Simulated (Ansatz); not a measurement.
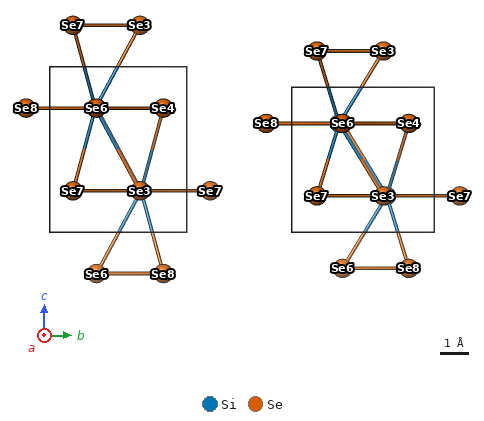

Two geometries of solid SiSe₃ (built on the Ni3Sn (D0_19)_194 type), drawn at one scale. One is the start of a relaxation, the other its converged end. Style: ball-and-stick. Shown: the cell of the calculation, along the a axis.

All numbers below come from DFT r2SCAN, scalar-relativistic, plane waves, PAW (Ansatz). Set-up: plane-wave cutoff 500 eV; k-point mesh 6 × 6 × 8; occupations gaussian; smearing width 0.1 eV; no spin polarisation; cell and atoms relaxed; force threshold 0.01 eV/Å; at most 80 steps.

Which of the two is the end point?

The left one is the relaxed one. Case: Ni3Sn (D0_19) type (P6_3/mmc, No. 194). Over 10 accepted moves (11 points after the start) the energy falls by 10.7 meV per atom. Largest force component: 0.082 eV/Å at the start, 0.00022 eV/Å at the end. Pressure: 0.96 GPa at the start and 0.00 GPa at the end. The SCF was repeated once at an unchanged geometry on a basis and grid sized afresh for the cell, which shifted the energy by 0.1 meV per atom at most. The largest moves relative to the cell, 0.073 Å, are those of Se atoms. Si stays in place. The volume changes by +5.5 %, with a = b 5.960 → 5.729 Å (−3.9 %), c 5.240 → 5.982 Å (+14.2 %). Some distances before and after: Se–Si 3.070 → 3.398 Å, Se–Se 3.187 → 2.936 Å, Se–Si 2.982 → 2.865 Å, Se–Se 2.773 → 2.793 Å. The space group stays P6_3/mmc (No. 194). The run took 3.9 min on 1 thread of Intel(R) Xeon(R) 6975P-C (Granite Rapids), with other jobs on the host, peak memory 1 GiB.
